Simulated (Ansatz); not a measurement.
A structure file:

```xyz
16
Lattice="5.2610 0.0000 0.0000 0.0000 5.7715 0.0000 0.0000 0.0000 10.2313" Properties=species:S:1:pos:R:3 pbc="T T T"
Ge    2.6305    0.0000    2.8839
Ge    0.0000    0.0000    2.2318
Ge    2.6305    4.4643    0.0000
Ge    2.6305    1.3072    0.0000
Ge    2.6305    2.8857    7.9995
Ge    0.0000    2.8857    7.3475
Ge    2.6305    1.5786    5.1157
Ge    2.6305    4.1929    5.1157
Ge    0.0000    0.0000    7.9995
Ge    2.6305    0.0000    7.3475
Ge    0.0000    4.4643    5.1157
Ge    0.0000    1.3072    5.1157
Ge    0.0000    2.8857    2.8839
Ge    2.6305    2.8857    2.2318
Ge    0.0000    1.5786    0.0000
Ge    0.0000    4.1929    0.0000
```

Q: Say what kind of structure these coordinates give.

A: The element is germanium. Symmetry: Fmmm (No. 69), face-centred orthorhombic lattice. The cell holds 16 atoms.

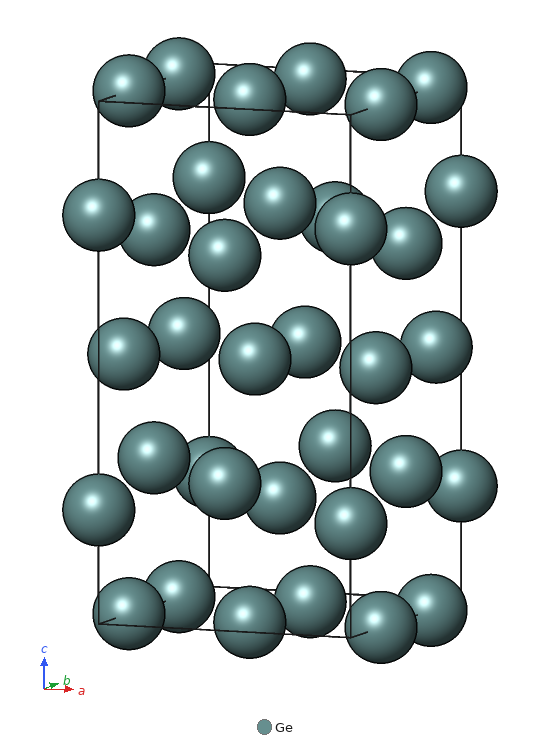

A spheres-only picture of a crystal structure, seen slightly off an axis. One conventional unit cell is framed, with atoms on its boundary repeated.

Origin of the cell: a structure listed in the Materials Project. Earlier steps of the study, as a rule a relaxation of our own, may have changed the cell and positions, so they can lie some per cent off the listed ones. A calculation with Ansatz used it as input.
